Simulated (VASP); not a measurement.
## Run report: ZrB$_{2}$, geometry relaxation (part 2 of 2)

The same run, continued: ZrB$_{2}$ (P6/mmm, 3 atoms in the cell); Kohn-Sham DFT of a periodic cell, PBE, VASP PAW PBE potentials, recommended, no spin polarisation (VASP 6.6.1); cutoff 600 eV, 15×15×10 k-mesh, methfessel-paxton of 0.1 eV. The structure derives from an entry of the Crystallography Open Database.

Geometry of the input (Å; fractional positions):
```
3.1700  0.0000  0.0000
-1.5850  2.7453  0.0000
0.0000  0.0000  3.5330
Zr 0.0000  0.0000  0.0000
B  0.3333  0.6667  0.5000
B  0.6667  0.3333  0.5000
```

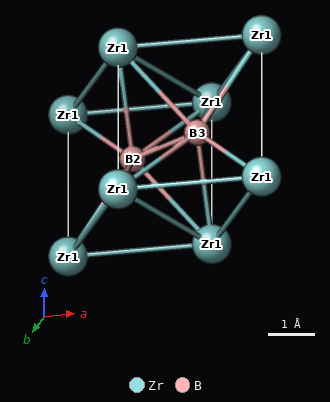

*The geometry at step 3 of the log (ball-and-stick view of the cell of the calculation, seen at an oblique angle; atoms are numbered from 1 in the order of the input).*

Parts of OUTCAR, continued
```
------------------------ aborting loop because EDIFF is reached ----------------------------------------

  FORCE on cell =-STRESS in cart. coord.  units (eV):
  Direction    XX          YY          ZZ          XY          YZ          ZX
  --------------------------------------------------------------------------------------
  -------------------------------------------------------------------------------------
  Total       -0.2172967     -0.2172967     -0.1858896      0.0000000      0.0000000     -0.0000000
  in kB      -11.2299484    -11.2299484     -9.6068233      0.0000000      0.0000000     -0.0000000
  external PRESSURE =     -10.6889067 kB  Pullay stress =       0.0000000 kB

 VOLUME and BASIS-vectors are now :
 -----------------------------------------------------------------------------
  energy-cutoff  :      600.00
  volume of cell :       31.00
      direct lattice vectors                 reciprocal lattice vectors
     3.177364001  0.000000000  0.000000000     0.314726295  0.181707311  0.000000000
    -1.588682000  2.751677942 -0.000000000     0.000000000  0.363414622  0.000000000
     0.000000000 -0.000000000  3.545858149     0.000000000  0.000000000  0.282019178

 POSITION                                       TOTAL-FORCE (eV/Angst)
 -----------------------------------------------------------------------------------
      1.58868      2.75168     -0.00000        -0.000000      0.000000      0.000000
     -0.00000      1.83445      1.77293         0.000000     -0.000000      0.000000
      1.58868      0.91723      1.77293        -0.000000     -0.000000     -0.000000
 -----------------------------------------------------------------------------------
    total drift:                               -0.000000      0.000000     -0.000000

  FREE ENERGIE OF THE ION-ELECTRON SYSTEM (eV)
  ---------------------------------------------------
  free  energy   TOTEN  =       -24.9815355868 eV

  energy  without entropy=      -24.9816683228  energy(sigma->0) =      -24.98157983

--------------------------------------- Ionic step        3  -------------------------------------------

 number of electron      18.0000000 magnetization

------------------------ aborting loop because EDIFF is reached ----------------------------------------

  FORCE on cell =-STRESS in cart. coord.  units (eV):
  Direction    XX          YY          ZZ          XY          YZ          ZX
  --------------------------------------------------------------------------------------
  -------------------------------------------------------------------------------------
  Total       -0.0244245     -0.0244245      0.0346483      0.0000000      0.0000000      0.0000000
  in kB       -1.2679336     -1.2679336      1.7986745      0.0000000      0.0000000      0.0000000
  external PRESSURE =      -0.2457309 kB  Pullay stress =       0.0000000 kB

 VOLUME and BASIS-vectors are now :
 -----------------------------------------------------------------------------
  energy-cutoff  :      600.00
  volume of cell :       30.86
      direct lattice vectors                 reciprocal lattice vectors
     3.173372100  0.000000000  0.000000000     0.315122201  0.181935887  0.000000000
    -1.586686050  2.748220854 -0.000000000     0.000000000  0.363871775  0.000000000
     0.000000000 -0.000000000  3.538887962     0.000000000  0.000000000  0.282574642

 POSITION                                       TOTAL-FORCE (eV/Angst)
 -----------------------------------------------------------------------------------
      0.00000     -0.00000      0.00000        -0.000000      0.000000     -0.000000
     -0.00000      1.83215      1.76944         0.000000     -0.000000     -0.000000
      1.58669      0.91607      1.76944        -0.000000      0.000000      0.000000
 -----------------------------------------------------------------------------------
    total drift:                               -0.000000      0.000000      0.000000

  FREE ENERGIE OF THE ION-ELECTRON SYSTEM (eV)
  ---------------------------------------------------
  free  energy   TOTEN  =       -24.9819920260 eV

  energy  without entropy=      -24.9821208043  energy(sigma->0) =      -24.98203495

--------------------------------------- Ionic step        4  -------------------------------------------

 number of electron      18.0000000 magnetization

------------------------ aborting loop because EDIFF is reached ----------------------------------------

  FORCE on cell =-STRESS in cart. coord.  units (eV):
  Direction    XX          YY          ZZ          XY          YZ          ZX
  --------------------------------------------------------------------------------------
  -------------------------------------------------------------------------------------
  Total       -0.0226285     -0.0226285      0.0369614      0.0000000     -0.0000000      0.0000000
  in kB       -1.1746097     -1.1746097      1.9186083      0.0000000     -0.0000000      0.0000000
  external PRESSURE =      -0.1435370 kB  Pullay stress =       0.0000000 kB

 VOLUME and BASIS-vectors are now :
 -----------------------------------------------------------------------------
  energy-cutoff  :      600.00
  volume of cell :       30.87
      direct lattice vectors                 reciprocal lattice vectors
     3.173439542  0.000000000  0.000000000     0.315115504  0.181932021  0.000000000
    -1.586719771  2.748279260 -0.000000000     0.000000000  0.363864042  0.000000000
     0.000000000 -0.000000000  3.539005722     0.000000000  0.000000000  0.282565240

 POSITION                                       TOTAL-FORCE (eV/Angst)
 -----------------------------------------------------------------------------------
      1.58672      2.74828     -0.00000        -0.000000     -0.000000     -0.000000
     -0.00000      1.83219      1.76950         0.000000     -0.000000     -0.000000
      1.58672      0.91609      1.76950        -0.000000      0.000000      0.000000
 -----------------------------------------------------------------------------------
    total drift:                               -0.000000      0.000000      0.000000

  FREE ENERGIE OF THE ION-ELECTRON SYSTEM (eV)
  ---------------------------------------------------
  free  energy   TOTEN  =       -24.9819922832 eV

  energy  without entropy=      -24.9821211202  energy(sigma->0) =      -24.98203523

--------------------------------------- Ionic step        5  -------------------------------------------

 number of electron      18.0000000 magnetization

------------------------ aborting loop because EDIFF is reached ----------------------------------------

  FORCE on cell =-STRESS in cart. coord.  units (eV):
  Direction    XX          YY          ZZ          XY          YZ          ZX
  --------------------------------------------------------------------------------------
  -------------------------------------------------------------------------------------
  Total       -0.1235650     -0.1235650     -0.0788487      0.0000000     -0.0000000     -0.0000000
  in kB       -6.3999496     -6.3999496     -4.0839062      0.0000000     -0.0000000     -0.0000000
  external PRESSURE =      -5.6279351 kB  Pullay stress =       0.0000000 kB

 VOLUME and BASIS-vectors are now :
 -----------------------------------------------------------------------------
  energy-cutoff  :      600.00
  volume of cell :       30.93
      direct lattice vectors                 reciprocal lattice vectors
     3.175401771  0.000000000  0.000000000     0.314920779  0.181819597  0.000000000
    -1.587700886  2.749978601 -0.000000000     0.000000000  0.363639193  0.000000000
     0.000000000 -0.000000000  3.542431935     0.000000000  0.000000000  0.282291945

 POSITION                                       TOTAL-FORCE (eV/Angst)
 -----------------------------------------------------------------------------------
      0.00000     -0.00000      0.00000         0.000000      0.000000      0.000000
     -0.00000      1.83332      1.77122         0.000000     -0.000000      0.000000
      1.58770      0.91666      1.77122        -0.000000      0.000000     -0.000000
 -----------------------------------------------------------------------------------
    total drift:                               -0.000000      0.000000      0.000000

  FREE ENERGIE OF THE ION-ELECTRON SYSTEM (eV)
  ---------------------------------------------------
  free  energy   TOTEN  =       -24.9818783844 eV

  energy  without entropy=      -24.9820091168  energy(sigma->0) =      -24.98192196

--------------------------------------- Ionic step        6  -------------------------------------------

 number of electron      18.0000000 magnetization

------------------------ aborting loop because EDIFF is reached ----------------------------------------

  FORCE on cell =-STRESS in cart. coord.  units (eV):
  Direction    XX          YY          ZZ          XY          YZ          ZX
  --------------------------------------------------------------------------------------
  -------------------------------------------------------------------------------------
  Total       -0.0324500     -0.0324500      0.0255318      0.0000000      0.0000000      0.0000000
  in kB       -1.6842978     -1.6842978      1.3252156      0.0000000      0.0000000      0.0000000
  external PRESSURE =      -0.6811267 kB  Pullay stress =       0.0000000 kB

 VOLUME and BASIS-vectors are now :
 -----------------------------------------------------------------------------
  energy-cutoff  :      600.00
  volume of cell :       30.87
      direct lattice vectors                 reciprocal lattice vectors
     3.173508332  0.000000000  0.000000000     0.315108673  0.181928077  0.000000000
    -1.586754166  2.748338835 -0.000000000     0.000000000  0.363856155  0.000000000
     0.000000000 -0.000000000  3.539125836     0.000000000  0.000000000  0.282555650

 POSITION                                       TOTAL-FORCE (eV/Angst)
 -----------------------------------------------------------------------------------
     -0.00000      0.00000      0.00000         0.000000      0.000000     -0.000000
     -0.00000      1.83223      1.76956        -0.000000     -0.000000     -0.000000
      1.58675      0.91611      1.76956        -0.000000      0.000000      0.000000
 -----------------------------------------------------------------------------------
    total drift:                               -0.000000      0.000000      0.000000

  FREE ENERGIE OF THE ION-ELECTRON SYSTEM (eV)
  ---------------------------------------------------
  free  energy   TOTEN  =       -24.9819914773 eV

  energy  without entropy=      -24.9821203985  energy(sigma->0) =      -24.98203445

--------------------------------------- Ionic step        7  -------------------------------------------

 number of electron      18.0000000 magnetization

 Free energy of the ion-electron system (eV)
  ---------------------------------------------------
  ext. energy  EPLUGINS =         0.00000000
  ---------------------------------------------------
  free energy    TOTEN  =       -24.98201450 eV

  energy without entropy =      -24.98214554  energy(sigma->0) =      -24.98205818

 E-fermi :  10.4435     XC(G=0): -12.4250     alpha+bet :-19.2140

 val. band max:       10.3850245612   @ k =   0.0667   0.0667   0.5000
 cond. band min:      10.4689519225   @ k =   0.4000   0.1333   0.0000
 fundamental gap:      0.0839273613
 Fermi energy:        10.4434850780

 k-point     1 :       0.0000    0.0000    0.0000
  band No.  band energies     occupation
      1     -38.1661      2.00000
      2     -16.3540      2.00000
      3     -15.7996      2.00000
      4     -15.7996      2.00000
      5      -2.2316      2.00000
      6       7.8704      2.00000
      7       7.8704      2.00000
      8       7.9034      2.00000
      9       8.1195      2.00000
     10      13.8641      0.00000
     11      13.8641      0.00000
     12      14.6274      0.00000
     13      14.6274      0.00000

 k-point     2 :       0.0667    0.0000    0.0000
  band No.  band energies     occupation
      1     -38.1612      2.00000
      2     -16.3467      2.00000
      3     -15.8429      2.00000
      4     -15.8090      2.00000
      5      -2.1426      2.00000
      6       7.6019      2.00000
      7       7.8724      2.00000
      8       7.9906      2.00000
      9       8.0205      2.00000
     10      13.8078      0.00000
     11      14.0102      0.00000
     12      14.0467      0.00000
     13      14.2499      0.00000

 k-point     3 :       0.1333    0.0000    0.0000
  band No.  band energies     occupation
      1     -38.1473      2.00000
      2     -16.3260      2.00000
      3     -15.9632      2.00000
      4     -15.8353      2.00000
      5      -1.8823      2.00000
      6       6.9213      2.00000
      7       7.7671      2.00000
      8       7.8642      2.00000
      9       8.2134      2.00000
     10      13.2240      0.00000
     11      13.6544      0.00000
     12      13.8732      0.00000
     13      14.3184      0.00000

 k-point     4 :       0.2000   -0.0000    0.0000
  band No.  band energies     occupation
      1     -38.1268      2.00000
      2     -16.2953      2.00000
      3     -16.1361      2.00000
      4     -15.8738      2.00000
      5      -1.4682      2.00000
      6       6.0368      2.00000
      7       7.4472      2.00000
      8       7.8178      2.00000
      9       8.4370      2.00000
     10      12.6767      0.00000
     11      13.4419      0.00000
     12      13.7947      0.00000
     13      14.3849      0.00000

 k-point     5 :       0.2667    0.0000    0.0000
  band No.  band energies     occupation
      1     -38.1030      2.00000
      2     -16.3287      2.00000
      3     -16.2597      2.00000
      4     -15.9176      2.00000
      5      -0.9224      2.00000
      6       5.0786      2.00000
      7       7.1352      2.00000
      8       7.7237      2.00000
      9       8.4617      2.00000
     10      12.6937      0.00000
     11      13.2149      0.00000
     12      13.9736      0.00000
     13      14.0246      0.00000

 [... the levels of 18 k-points are left out ...]

 k-point    24 :       0.4000    0.2000    0.0000
  band No.  band energies     occupation
      1     -38.0422      2.00000
      2     -16.6179      2.00000
      3     -16.2215      2.00000
      4     -16.1685      2.00000
      5       2.1531      2.00000
      6       2.2330      2.00000
      7       4.9643      2.00000
      8       7.1144      2.00000
      9       9.4809      2.00000
     10      10.2529      2.02139
     11      13.2065      0.00000
     12      14.6158      0.00000
     13      16.8229      0.00000

 [... further k-points ...]

------------------------ aborting loop because EDIFF is reached ----------------------------------------

  FORCE on cell =-STRESS in cart. coord.  units (eV):
  Direction    XX          YY          ZZ          XY          YZ          ZX
  --------------------------------------------------------------------------------------
  -------------------------------------------------------------------------------------
  Total       -0.0064032     -0.0064032     -0.0073961      0.0000000      0.0000000      0.0000000
  in kB       -0.3323744     -0.3323744     -0.3839136      0.0000000      0.0000000      0.0000000
  external PRESSURE =      -0.3495542 kB  Pullay stress =       0.0000000 kB

 VOLUME and BASIS-vectors are now :
 -----------------------------------------------------------------------------
  energy-cutoff  :      600.00
  volume of cell :       30.87
      direct lattice vectors                 reciprocal lattice vectors
     3.172476937  0.000000000  0.000000000     0.315211117  0.181987223  0.000000000
    -1.586238468  2.747445620 -0.000000000     0.000000000  0.363974447  0.000000000
     0.000000000 -0.000000000  3.541215084     0.000000000  0.000000000  0.282388947

 POSITION                                       TOTAL-FORCE (eV/Angst)
 -----------------------------------------------------------------------------------
      0.00000     -0.00000      3.54122         0.000000     -0.000000      0.000000
     -0.00000      1.83163      1.77061         0.000000     -0.000000     -0.000000
      1.58624      0.91582      1.77061        -0.000000      0.000000      0.000000
 -----------------------------------------------------------------------------------
    total drift:                               -0.000000      0.000000      0.000000

  FREE ENERGIE OF THE ION-ELECTRON SYSTEM (eV)
  ---------------------------------------------------
  free  energy   TOTEN  =       -24.9820145038 eV

  energy  without entropy=      -24.9821455427  energy(sigma->0) =      -24.98205818

 reached required accuracy - stopping structural energy minimisation
```

CONTCAR
```
ZrB2
   1.00000000000000
     3.1724769366907672    0.0000000000000000    0.0000000000000000
    -1.5862384683453836    2.7474456200977784   -0.0000000000000000
     0.0000000000000000   -0.0000000000000000    3.5412150841635657
  Zr              B
     1     2
Direct
     0.0000000000000000    0.0000000000000000    1.0000000000000000
     0.3333333332999970    0.6666666667000030    0.5000000000000000
     0.6666666667000030    0.3333333332999970    0.5000000000000000

  0.00000000E+00  0.00000000E+00  0.00000000E+00
  0.00000000E+00  0.00000000E+00  0.00000000E+00
  0.00000000E+00  0.00000000E+00  0.00000000E+00
```

Trajectory as extended XYZ (Å, eV, eV/Å), 7 frames, from step=0 to step=6
```
3
Lattice="3.1700 0.0000 0.0000 -1.5850 2.7453 0.0000 0.0000 0.0000 3.5330" Properties=species:S:1:pos:R:3:forces:R:3 step=0 energy=-24.98166
Zr    0.0000    0.0000    0.0000    0.0000   0.0000   0.0000
B     0.0000    1.8302    1.7665    0.0000   0.0000   0.0000
B     1.5850    0.9151    1.7665    0.0000   0.0000   0.0000
3
Lattice="3.1774 0.0000 0.0000 -1.5887 2.7517 -0.0000 0.0000 -0.0000 3.5459" Properties=species:S:1:pos:R:3:forces:R:3 step=1 energy=-24.98154
Zr    1.5887    2.7517    0.0000    0.0000   0.0000   0.0000
B     0.0000    1.8345    1.7729    0.0000   0.0000   0.0000
B     1.5887    0.9172    1.7729    0.0000   0.0000   0.0000
3
Lattice="3.1734 0.0000 0.0000 -1.5867 2.7482 -0.0000 0.0000 -0.0000 3.5389" Properties=species:S:1:pos:R:3:forces:R:3 step=2 energy=-24.98199
Zr    0.0000    0.0000    0.0000    0.0000   0.0000   0.0000
B     0.0000    1.8321    1.7694    0.0000   0.0000   0.0000
B     1.5867    0.9161    1.7694    0.0000   0.0000   0.0000
3
Lattice="3.1734 0.0000 0.0000 -1.5867 2.7483 -0.0000 0.0000 -0.0000 3.5390" Properties=species:S:1:pos:R:3:forces:R:3 step=3 energy=-24.98199
Zr    1.5867    2.7483    0.0000    0.0000   0.0000   0.0000
B     0.0000    1.8322    1.7695    0.0000   0.0000   0.0000
B     1.5867    0.9161    1.7695    0.0000   0.0000   0.0000
3
Lattice="3.1754 0.0000 0.0000 -1.5877 2.7500 -0.0000 0.0000 -0.0000 3.5424" Properties=species:S:1:pos:R:3:forces:R:3 step=4 energy=-24.98188
Zr    0.0000    0.0000    0.0000    0.0000   0.0000   0.0000
B     0.0000    1.8333    1.7712    0.0000   0.0000   0.0000
B     1.5877    0.9167    1.7712    0.0000   0.0000   0.0000
3
Lattice="3.1735 0.0000 0.0000 -1.5868 2.7483 -0.0000 0.0000 -0.0000 3.5391" Properties=species:S:1:pos:R:3:forces:R:3 step=5 energy=-24.98199
Zr    0.0000    0.0000    0.0000    0.0000   0.0000   0.0000
B     0.0000    1.8322    1.7696    0.0000   0.0000   0.0000
B     1.5868    0.9161    1.7696    0.0000   0.0000   0.0000
3
Lattice="3.1725 0.0000 0.0000 -1.5862 2.7474 -0.0000 0.0000 -0.0000 3.5412" Properties=species:S:1:pos:R:3:forces:R:3 step=6 energy=-24.98201
Zr    0.0000    0.0000    3.5412    0.0000   0.0000   0.0000
B     0.0000    1.8316    1.7706    0.0000   0.0000   0.0000
B     1.5862    0.9158    1.7706    0.0000   0.0000   0.0000
```

Summary

```csv
quantity,value
outcome,converged
space group (tolerance 0.01 Å),P6/mmm (191)
electrons treated,18
free energy,−24.9820 eV
Fermi energy,10.443 eV
gap on the k-point mesh,none (metallic)
pressure,−0.03 GPa
final volume,30.87 Å³
largest force (length of the vector) at the end,under 0.001 eV/Å
final cell,"a = 3.172 Å, b = 3.172 Å, c = 3.541 Å, α = 90.00°, β = 90.00°, γ = 120.00°"
hardware,"1 thread of Intel Xeon (Granite Rapids), 64 GiB of memory available, shared host"
wall time,2.6 min
peak memory,0.22 GiB
```
